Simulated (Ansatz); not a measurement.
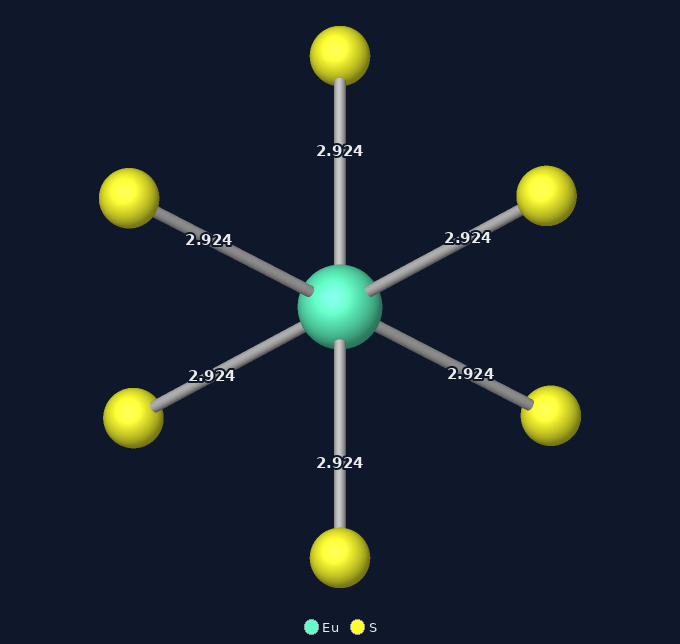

The surroundings of site Eu1 (at 0.000, 0.000, 0.000) in EuS in space group Fm-3m, with bond lengths in Å.

The cell is taken from the end point of a relaxation with Ansatz 0.2.0, DFT, PBE, PAW with Ansatz's default frozen-core files, scalar-relativistic; the starting structure was generated, so it need not be a known form of this composition.

```
Eu S
1.0
     5.84845    0.00000    0.00000
     0.00000    5.84845    0.00000
     0.00000    0.00000    5.84845
Eu S
4 4
Direct
  0.00000 0.00000 0.00000
  0.00000 0.50000 0.50000
  0.50000 0.00000 0.50000
  0.50000 0.50000 0.00000
  0.50000 0.00000 0.00000
  0.50000 0.50000 0.50000
  0.00000 0.00000 0.50000
  0.00000 0.50000 0.00000
```

Bond valence s = exp((R0 − d)/b), R0 fitted to published crystal structures with b = 0.37 Å; R0 in Å: Eu2+–S 2.573.

Calculate the bond-valence sum of Eu1 from the bonds drawn.

Answer. 6 × 0.387 = 2.32 v.u., against a formal valence of 2: overbonded (bonds short for this ion) by 0.32.

And over the whole structure?

Answer.
| site | x, y, z | formal valence | bond-valence sum | difference |
| --- | --- | --- | --- | --- |
| Eu1 | 0.000, 0.000, 0.000 | +2 | 2.32 | 0.32 |
| S1 | 0.500, 0.000, 0.000 | −2 | 2.32 | 0.32 |

These sums include all anions within 5 Å. The global instability index (root mean square of the differences over all atoms) is 0.32 v.u.: above 0.2, which by the usual rule of thumb marks a strained structure. Cells relaxed with PBE tend to have slightly long bonds, which lowers the sums.
